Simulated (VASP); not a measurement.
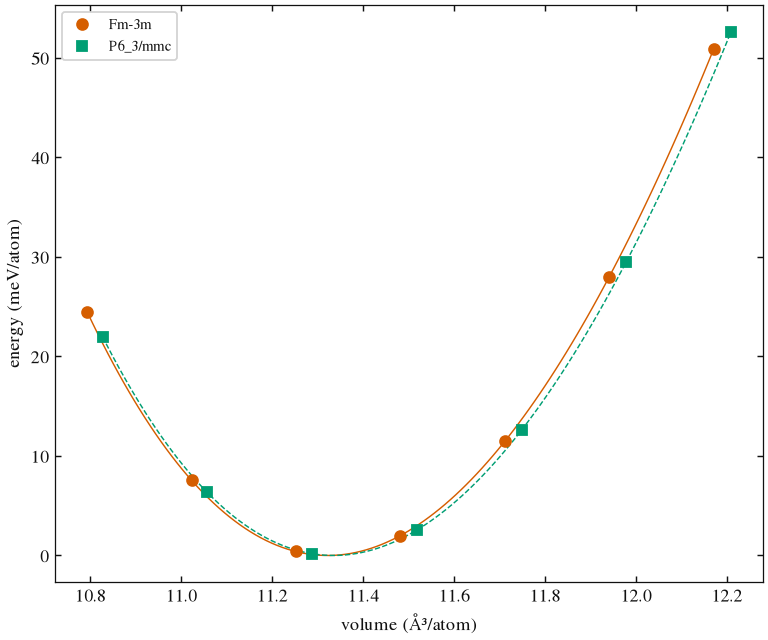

The picture above shows the energy against volume, with one curve for each structure, for HfN. Each energy curve has its own zero, so the curves don't rank the structures.

Method: plane-wave DFT, no spin polarisation; energies at scaled volumes of the given cell, shape and fractions fixed, counted from the fit's minimum, third-order Birch-Murnaghan fit (VASP 6.6.1). Level: PBEsol.

- occupations: Fermi–Dirac
- smearing width: 0.05 eV
- potentials: VASP PAW PBE potentials, recommended
- wave cutoff: 520 eV

Settings that differ: Fm-3m: k mesh 10×10×10; P6_3/mmc: k mesh 10×10×5.

### Order the curves by fitted bulk modulus, smallest first.

P6_3/mmc 285.2, Fm-3m 291.4 GPa.
